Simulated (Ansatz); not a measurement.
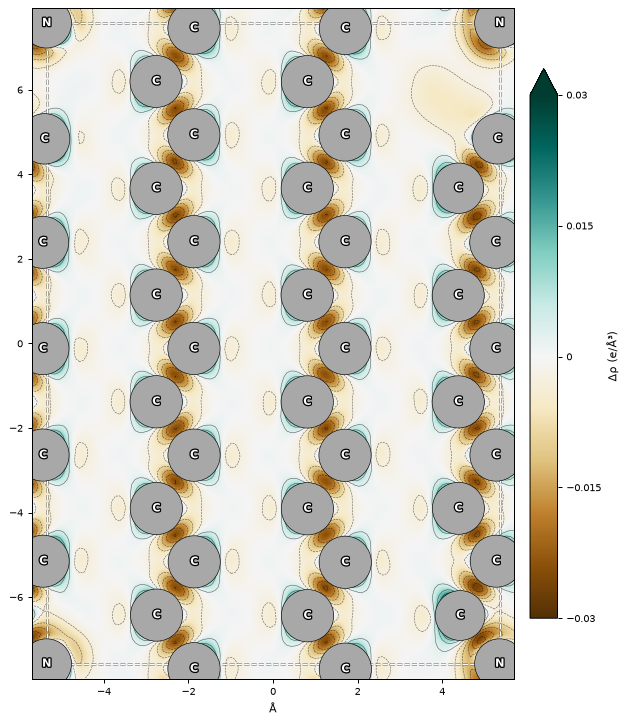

C$_{214}$N (cell charge −1, with a compensating background) (cell with a defect). Difference of the valence pseudo-densities of two functionals at the same geometry, on the (11̄0) plane of the calculation cell: PBE less HSE06.

Both computed with Ansatz (plane waves, PAW), on the same k-point mesh. Grey discs cover the atomic cores.

What does the difference map show?

Against HSE06, PBE gives less density around N (−0.012 e/Å³ on average at 0.8 Å from the nucleus), less density around C (−0.006 e/Å³ on average at 0.8 Å from the nucleus) and a change of −0.026 e/Å³ at the midpoint of C–N, −0.026 e/Å³ at the midpoint of C–C and −0.027 e/Å³ at the midpoint of C–C.

PAW datasets: the set soft_1.
